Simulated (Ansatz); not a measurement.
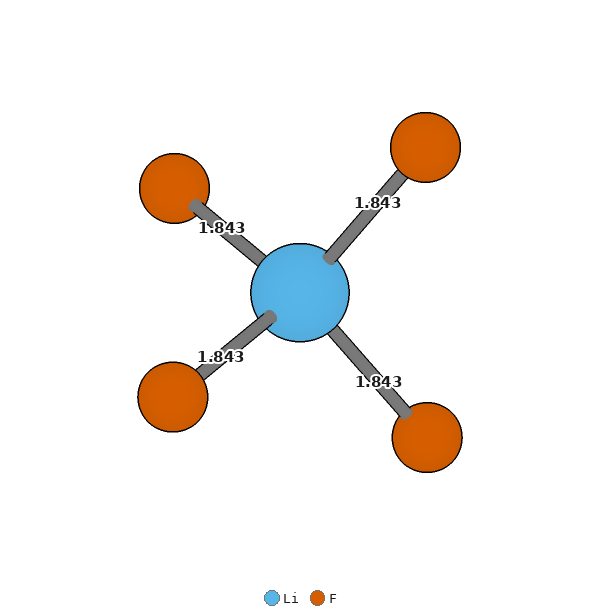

The surroundings of site Li1 (at 0.000, 0.000, 0.000) in LiF in space group F-43m, with bond lengths in Å.

Source of the atomic positions: the geometry relaxed (final pressure about -2.3 GPa) with DFT LDA, scalar-relativistic, plane waves, PAW in Ansatz; the starting structure was generated, so it need not be a known form of this composition.

```
CELL_PARAMETERS angstrom
4.25540 0.00000 0.00000
0.00000 4.25540 0.00000
0.00000 0.00000 4.25540
ATOMIC_POSITIONS crystal
Li 0.00000 0.00000 0.00000
F 0.25000 0.25000 0.75000
Li 0.00000 0.50000 0.50000
F 0.25000 0.75000 0.25000
Li 0.50000 0.00000 0.50000
F 0.75000 0.25000 0.25000
Li 0.50000 0.50000 0.00000
F 0.75000 0.75000 0.75000
```

Bond valence s = exp((R0 − d)/b), R0 fitted to published crystal structures with b = 0.37 Å; R0 in Å: Li+–F 1.348.

> Calculate the bond-valence sum of Li1 from the bonds drawn.

4 × 0.262 = 1.05 v.u., against a formal valence of 1: a close match.

> And over the whole structure?

```csv
site,"x, y, z",formal valence,bond-valence sum,difference
Li1,"0.000, 0.000, 0.000",+1,1.09,0.09
F1,"0.250, 0.250, 0.750",−1,1.09,0.09
```

These sums include all anions within 5 Å. The global instability index (root mean square of the differences over all atoms) is 0.09 v.u.: little strain. Cells relaxed with LDA tend to have short bonds, which raises the sums.
